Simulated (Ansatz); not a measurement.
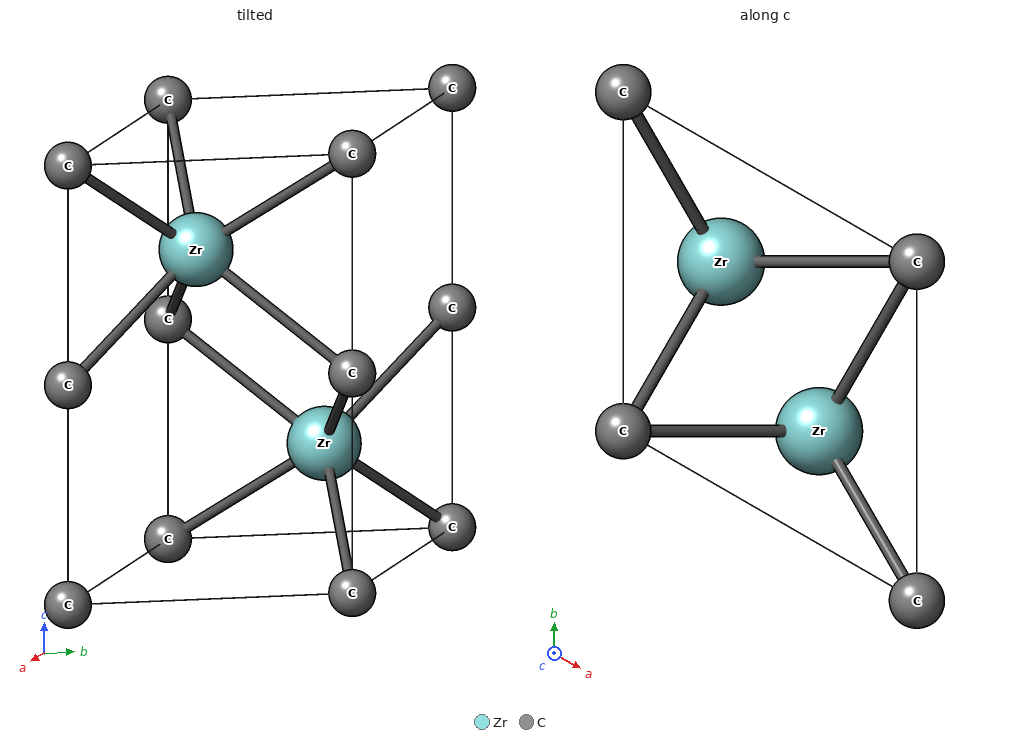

Ball-and-stick drawing of the structure, looking slightly off an axis and along the c axis. Atoms at the boundary of the conventional unit cell (the box) are drawn once for each face, edge or corner they touch. Cell: a = 3.37 Å, b = 3.37 Å, c = 5.30 Å, α = 90.00°, β = 90.00°, γ = 120.00°.

It derives from a structure listed in the Materials Project. Earlier steps of the study may have refined or changed the cell and positions. An electronic-structure calculation with Ansatz was run on it.

### What structure is drawn here?

Composition: ZrC. The structure has P6_3/mmc (No. 194) symmetry and a primitive hexagonal lattice. Its structure type: anti-NiAs type. In the cell are 2 Zr, 2 C, which makes 2 formula units. Zr is coordinated by six C in a distorted trigonal prismatic arrangement at about 2.4 Å. C bonds to six Zr in an octahedral arrangement at about 2.4 Å. Not all metal-metal contacts are counted. The bonds build a three-dimensional framework.

The calculation: Ansatz 0.2.0, DFT PBE, scalar-relativistic, plane waves, PAW, with plane-wave cutoff 420 eV, an 18×18×10 k-point grid, Gaussian smearing of 0.1 eV, no spin polarisation.

### Is the electronic structure metallic or gapped?

A metal: bands cross the Fermi level.

### How charged are the atoms, by the Bader scheme?

Zr +1.80 e; C -1.80 e.

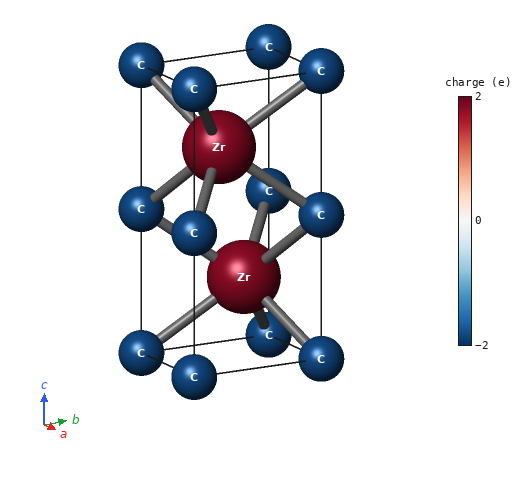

The atoms coloured by those charges. The run's cell of 4 atoms is drawn.

### Is the structure relaxed at this level of theory?

Yes. All forces vanish to within 0.01 eV/Å. The pressure is 0.0 GPa, close to zero.
